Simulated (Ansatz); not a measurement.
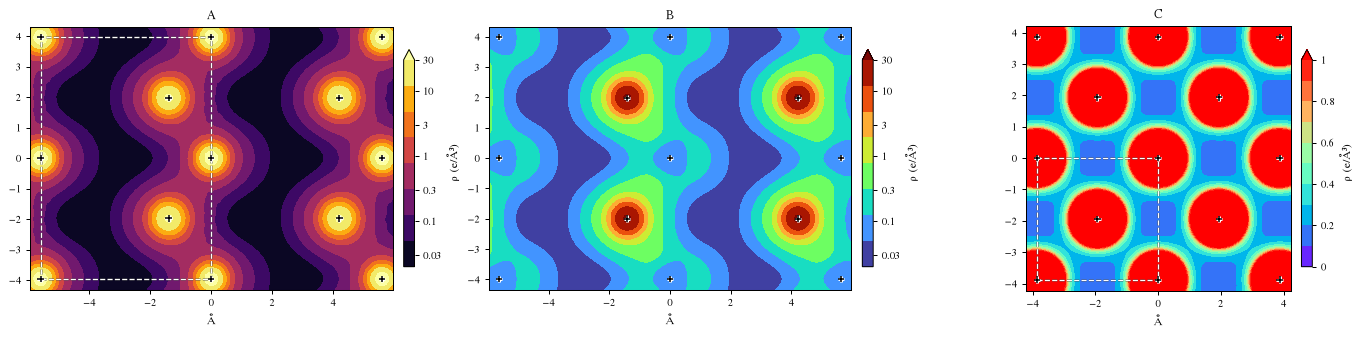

The valence electron density of 3 systems, each on a plane through atoms (crosses mark nuclei in the plane).

These are results of DFT LDA, scalar-relativistic, plane waves, PAW in Ansatz, not measurements.

System 1: AlAs, the (101) plane of the conventional cell. Space group F-43m.

System 2: Ag, the (010) plane of the conventional cell. Space group Fm-3m; computed pressure about 18 GPa in this cell; computed without spin polarisation.

```yaml
crystal:
  lattice:
    - [3.87232, 0.00000, 0.00000]
    - [0.00000, 3.87232, 0.00000]
    - [0.00000, 0.00000, 3.87232]
  atoms:
    - { symbol: Ag, position: [0.00000, 0.00000, 0.00000] }
    - { symbol: Ag, position: [0.50000, 0.50000, 0.00000] }
    - { symbol: Ag, position: [0.50000, 0.00000, 0.50000] }
    - { symbol: Ag, position: [0.00000, 0.50000, 0.50000] }
```

System 3: GaAs, the (011) plane of the conventional cell. Space group F-43m.

> Which map belongs to which system?

Panel A is system 3, GaAs: the plane holds Ga and As. Ga–As (2.43 Å): ρ is about 0.51 e/Å³ halfway. Panel B is system 1, AlAs: the plane holds Al and As. Al–As (2.44 Å): the density is about 0.48 e/Å³ at the midpoint. Panel C is system 2, Ag: the plane holds Ag. Ag–Ag (2.74 Å): ρ is about 0.29 e/Å³ halfway.
